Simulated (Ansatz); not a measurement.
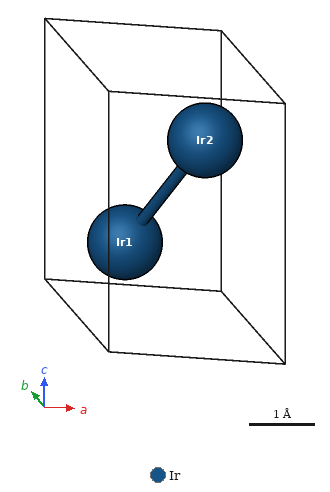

**Figure 1.** The structure of run A (ball-and-stick view of the cell of the calculation, seen at an oblique angle; atoms are numbered from 1 in the order of the input). An atom can appear more than once, as a periodic image. Near neighbours in the periodic cell (some may lie outside the picture): Ir has 12 Ir at 2.74 to 2.75 Å.

**Two runs on Ir**

System: Ir (P6₃/mmc, 2 atoms in the cell).
Method of run A: Kohn-Sham DFT of a periodic cell, RPBE, Ansatz PAW, no spin polarisation (Ansatz 0.2.0).

The structure derives from a Materials Project entry. Text and figures count atoms from 1; the logs count them from 0 in places.

**The input, run A**
```yaml
crystal:
  lattice:
    - [2.7513778946, 0.0, 0.0]
    - [-1.3756889473, 2.3827631521, 0.0]
    - [0.0, 0.0, 4.46229]
  atoms:
    - { symbol: Ir, position: [0.3333333333, 0.6666666667, 0.25] }
    - { symbol: Ir, position: [0.6666666667, 0.3333333333, 0.75] }
hamiltonian:
  xc: rpbe
  pseudopotentials: { kind: paw }
kpoints:
  mp_grid: { grid: [11, 11, 6] }
scf:
  occupations: { method: fermi_dirac, width: 0.05 }
output:
  forces: true
  stress: true
  eigenvalues: true
  write_density: true
  write_potential: true
  elf: true
  volumetric_format: npy
relax:
  f_tol: 0.01
  max_steps: 40
  cell: { stress_tol: 0.05 }
```

Launched with:
```bash
ansatz run input.yaml --threads 2 --pin off --max-ram 5632MiB --backend cpu --events-out ev --progress --plain --runs-dir out
```

Hardware: 2 threads of Arm Neoverse V2, 24 GiB of memory available, shared host.

**Output, shortened to warnings, some set-up lines, iterations and results (run A)**
```
Basis set: ecut = 420 eV, 573 PW (Γ), exchange–correlation on 40×40×60 points (8 copies of the dense FFT grid, shifted against one another)
Symmetry: 24 space group operations
k-points: 64 of 726
Initial density: superposition of atomic densities (neutral atoms: chi_scale 0, normalization atom), corrected by the library's trained network
[...]
SCF iter   1: F=—  HF=-23897.334880 eV  |F-HF|=—  |Δ(HF+E_count)|=         —  Δρ=8.66e-3  dr2=5.64e-3  ethr=1.77e-3  ⟨swp⟩=4.7  Hψ=5256  notcnv=0
SCF iter   2: F=—  HF=-23897.339869 eV  |F-HF|=—  |Δ(HF+E_count)|=   4.99e-3  Δρ=5.10e-3  dr2=2.13e-3  ethr=1.66e-5  ⟨swp⟩=2.0  Hψ=2233  notcnv=0
SCF iter   3: F=—  HF=-23897.342135 eV  |F-HF|=—  |Δ(HF+E_count)|=   2.27e-3  Δρ=3.17e-4  dr2=8.25e-6  ethr=6.28e-6  ⟨swp⟩=2.0  Hψ=1936  notcnv=0
SCF iter   4: F=—  HF=-23897.342174 eV  |F-HF|=—  |Δ(HF+E_count)|=   3.85e-5  Δρ=7.38e-5  dr2=1.44e-6  ethr=2.43e-8  ⟨swp⟩=2.0  Hψ=1960  notcnv=0
SCF iter   5: F=-23897.342173 eV  HF=-23897.342173 eV  |F-HF|=3.51e-9  |Δ(HF+E_count)|=   3.78e-7  Δρ=7.99e-6  dr2=9.11e-9  ethr=4.22e-9  ⟨swp⟩=2.6  Hψ=2386  notcnv=0
[... 33 lines ...]
SCF iter   7: F=-23897.344313 eV  HF=-23897.344313 eV  |F-HF|=2.18e-11  |Δ(HF+E_count)|=  1.09e-11  Δρ=2.66e-9  dr2=1.26e-15  ethr=1.00e-12  ⟨swp⟩=1.0  Hψ=1344  notcnv=0
SCF iter   8: F=-23897.344313 eV  HF=-23897.344313 eV  |F-HF|=1.09e-11  |Δ(HF+E_count)|=  2.91e-11  Δρ=4.68e-10  dr2=2.54e-17  ethr=1.00e-12  ⟨swp⟩=1.0  Hψ=1344  notcnv=0
SCF iter   9: F=-23897.344313 eV  HF=-23897.344313 eV  |F-HF|=0.00e0  |Δ(HF+E_count)|=  1.09e-11  Δρ=1.43e-10  dr2=3.46e-18  ethr=1.00e-12  ⟨swp⟩=1.1  Hψ=2949  notcnv=0
SCF 5 converged in 9 iterations: F = -23897.344313 eV  dr2 = 3.46e-18
relax step   5: F+E_penalty+E_count = -23897.34431285 eV  Δ(F+E_penalty+E_count) = -1.383e-4 eV  max|allowed force component| = 7.401e-17 eV/Å  Δτ_max = 0.0000 Å  P = -0.014 …
basis re-selected at this cell: Δ(F+E_penalty+E_count) = -1.383e-4 eV, ΔP = -0.009 GPa vs the last step (what re-selecting the basis moved, of the pressure what is left beyond the Pulay correction that the steps carried, after the strain that the cell walked since its last selection, with what the …
SCF converged after 9 iterations
Free energy (F): -23897.344313 eV
Harris-Foulkes:  -23897.344313 eV  (|F-HF|=0.00e0)
Internal energy: -23897.318254 eV  (E = F + TS)
E sigma→0 (E₀):  -23897.331283 eV
Entropy (-TS):   -0.026059 eV (-13.029 meV/atom)
Fermi energy:    24.677809 eV
--- Per-component energies (eV) ---
  E_band       = -200.298803
  E_kinetic    = 1243.947559
  E_local      = -2223.004585  (includes V_loc(G=0)·N_el)
  E_nonlocal   = 143.341501
  E_hartree    = 847.997191
  E_xc         = -535.637124
  E_vxc        = -598.959301  (∫ρ·V_xc dr)
  E_paw        = -18473.068995  (= ΣΔE_a)
  E_vpaw       = -461.618483  (= ΣTr[D̂ρ^β])
  E_aug_tail   = 0.000124  (compensation charges beyond the density's cutoff)
  E_ewald      = -4900.830880
  E_core_change = -0.063044  (= ΣΔE_core)
  E_smearing   = -0.026059  (= −TS)
  E_closure    = -0.000000  (closes the sum)
  Σ components = -23897.344313   (vs F -23897.344313, Δ=0.00e0)
--- Forces (eV/Å), atoms counted from 1 ---
  atom   1  Ir     0.00000000     0.00000000     0.00000000
  atom   2  Ir     0.00000000    -0.00000000     0.00000000
  max |Σ_I F_I| component: 1.85e-17 eV/Å
--- Stress (GPa, compression-positive) ---
       -0.002502       0.000000       0.000000
        0.000000      -0.002502       0.000000
        0.000000       0.000000      -0.037974
  P = ⅓ Tr σ = -0.0143 GPa (-0.143 kbar)
--- Relaxed structure (4 steps of the walk, 3 accepted, 1 SCFs on fresh bases) ---
  F+E_penalty+E_count = -23897.34431285 eV   max|allowed force component| = 7.401e-17 eV/Å   (the final SCF, on the basis selected at the relaxed cell)
  cell:  # Å, volume = 29.4999 Å³
    - [2.7602822517601893, 0.0, 0.0]
    - [-1.3801411258800946, 2.3904745516396377, 0.0]
    - [0.0, 0.0, 4.470770543328646]
  atoms:
    - { symbol: Ir, position: [0.3333333333333333, 0.6666666666666666, 0.25] }
    - { symbol: Ir, position: [0.6666666666666666, 0.3333333333333333, 0.75] }
```

The input of run B differs as follows (lines with − go, lines with + come):
```diff
-  xc: rpbe
+  xc: blyp
+  dispersion: d4
```

What does this change do to the results?

The total energies belong to different models, so their difference says nothing on which is more stable or more accurate. The volume per atom goes from 14.75 to 14.48 Å³. The functional changes from RPBE to BLYP. The SCF takes 32 iterations over all geometry steps against 33.

**Output, shortened to warnings, some set-up lines, iterations and results (run B)**
```
Basis set: ecut = 420 eV, 573 PW (Γ), exchange–correlation on 40×40×60 points (8 copies of the dense FFT grid, shifted against one another)
Symmetry: 24 space group operations
k-points: 64 of 726
Initial density: superposition of atomic densities (neutral atoms: chi_scale 0, normalization atom), corrected by the library's trained network
[...]
SCF iter   1: F=—  HF=-23924.709195 eV  |F-HF|=—  |Δ(HF+E_count)|=         —  Δρ=1.32e-2  dr2=3.61e-2  ethr=1.77e-3  ⟨swp⟩=4.9  Hψ=5283  notcnv=0
SCF iter   2: F=—  HF=-23924.707828 eV  |F-HF|=—  |Δ(HF+E_count)|=   1.37e-3  Δρ=7.78e-3  dr2=1.26e-2  ethr=1.06e-4  ⟨swp⟩=1.8  Hψ=1931  notcnv=0
SCF iter   3: F=—  HF=-23924.707049 eV  |F-HF|=—  |Δ(HF+E_count)|=   7.79e-4  Δρ=4.48e-4  dr2=2.90e-5  ethr=3.71e-5  ⟨swp⟩=2.0  Hψ=2176  notcnv=0
SCF iter   4: F=—  HF=-23924.707079 eV  |F-HF|=—  |Δ(HF+E_count)|=   3.01e-5  Δρ=4.98e-5  dr2=2.83e-7  ethr=8.52e-8  ⟨swp⟩=2.0  Hψ=1978  notcnv=0
SCF iter   5: F=-23924.707080 eV  HF=-23924.707080 eV  |F-HF|=2.45e-9  |Δ(HF+E_count)|=   4.20e-7  Δρ=9.38e-6  dr2=1.18e-8  ethr=8.33e-10  ⟨swp⟩=2.6  Hψ=2391  notcnv=0
[... 32 lines ...]
SCF iter   6: F=-23924.710211 eV  HF=-23924.710211 eV  |F-HF|=3.64e-12  |Δ(HF+E_count)|=  1.09e-11  Δρ=5.30e-9  dr2=1.77e-15  ethr=1.00e-12  ⟨swp⟩=1.0  Hψ=1344  notcnv=0
SCF iter   7: F=-23924.710211 eV  HF=-23924.710211 eV  |F-HF|=3.64e-12  |Δ(HF+E_count)|=  3.64e-12  Δρ=1.45e-9  dr2=1.21e-16  ethr=1.00e-12  ⟨swp⟩=1.0  Hψ=1344  notcnv=0
SCF iter   8: F=-23924.710211 eV  HF=-23924.710211 eV  |F-HF|=3.64e-12  |Δ(HF+E_count)|=  3.64e-12  Δρ=1.47e-10  dr2=4.12e-18  ethr=1.00e-12  ⟨swp⟩=1.0  Hψ=2946  notcnv=0
SCF 5 converged in 8 iterations: F = -23924.710211 eV  dr2 = 4.12e-18
relax step   5: F+E_penalty+E_count = -23924.71021081 eV  Δ(F+E_penalty+E_count) = +1.235e-4 eV  max|allowed force component| = 5.089e-17 eV/Å  Δτ_max = 0.0000 Å  P = +0.007 …
basis re-selected at this cell: Δ(F+E_penalty+E_count) = +1.235e-4 eV, ΔP = +0.004 GPa vs the last step (what re-selecting the basis moved, of the pressure what is left beyond the Pulay correction that the steps carried, after the strain that the cell walked since its last selection, with what the …
SCF converged after 8 iterations
Free energy (F): -23924.710211 eV
Harris-Foulkes:  -23924.710211 eV  (|F-HF|=3.64e-12)
Internal energy: -23924.683339 eV  (E = F + TS)
E sigma→0 (E₀):  -23924.696775 eV
Entropy (-TS):   -0.026872 eV (-13.436 meV/atom)
Fermi energy:    25.689997 eV
--- Per-component energies (eV) ---
  E_band       = -166.870754
  E_kinetic    = 1248.691730
  E_local      = -2188.996348  (includes V_loc(G=0)·N_el)
  E_nonlocal   = 143.947775
  E_hartree    = 840.444912
  E_xc         = -528.224694
  E_vxc        = -589.576729  (∫ρ·V_xc dr)
  E_paw        = -18506.275030  (= ΣΔE_a)
  E_vpaw       = -461.827071  (= ΣTr[D̂ρ^β])
  E_aug_tail   = 0.000066  (compensation charges beyond the density's cutoff)
  E_ewald      = -4931.059488
  E_disp       = -3.512564  (pairwise vdW)
  E_core_change = 0.300302  (= ΣΔE_core)
  E_smearing   = -0.026872  (= −TS)
  E_closure    = -0.000000  (closes the sum)
  Σ components = -23924.710211   (vs F -23924.710211, Δ=0.00e0)
--- Forces (eV/Å), atoms counted from 1 ---
  atom   1  Ir     0.00000000     0.00000000     0.00000000
  atom   2  Ir     0.00000000    -0.00000000     0.00000000
  max |Σ_I F_I| component: 9.25e-18 eV/Å
--- Stress (GPa, compression-positive) ---
        0.008397      -0.000000       0.000000
        0.000000       0.008397       0.000000
        0.000000       0.000000       0.005157
  P = ⅓ Tr σ = 0.0073 GPa (0.073 kbar)
--- Relaxed structure (4 steps of the walk, 3 accepted, 1 SCFs on fresh bases) ---
  F+E_penalty+E_count = -23924.71021081 eV   max|allowed force component| = 5.089e-17 eV/Å   (the final SCF, on the basis selected at the relaxed cell)
  cell:  # Å, volume = 28.9609 Å³
    - [2.7422078241460146, 0.0, 0.0]
    - [-1.3711039120730073, 2.3748216381668996, 0.0]
    - [0.0, 0.0, 4.447144832288909]
  atoms:
    - { symbol: Ir, position: [0.3333333333333332, 0.6666666666666664, 0.24999999999999997] }
    - { symbol: Ir, position: [0.6666666666666666, 0.3333333333333332, 0.75] }
```

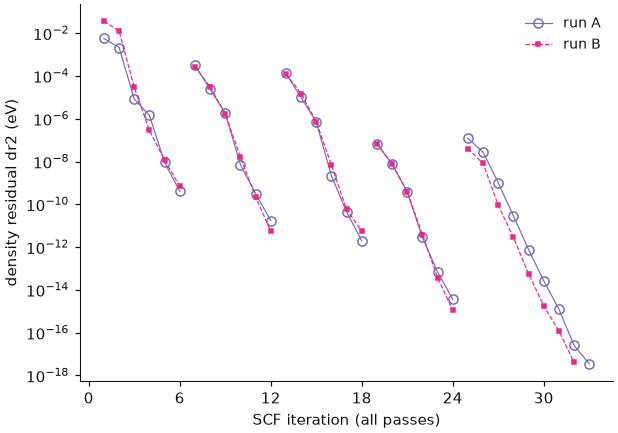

**Figure 2.** Convergence of the two runs: density residual dr2 against the SCF iteration. A break in a curve parts two SCF passes. Run A takes 33 iterations in all, and run B takes 32.

**The two runs side by side**

| quantity | run A | run B |
| --- | --- | --- |
| outcome | converged | converged |
| free energy per atom (eV) | −11948.6722 | −11962.3551 |
| energy per atom, smearing taken to zero (eV) | −11948.6656 | −11962.3484 |
| gap on the mesh (eV) | 0.00 | 0.00 |
| pressure (GPa) | −0.01 | 0.01 |
| volume per atom (Å³) | 14.75 | 14.48 |
| largest force (eV/Å) | 0.000 | 0.000 |
| SCF iterations | 33 | 32 |
| irreducible k-points | 64 | 64 |
| wall time (shared host) | 5.3 s | 5.8 s |

For both runs: Points of doubt noted for this run: forces on files of another functional. Spin–orbit coupling is left out, which matters for Ir.
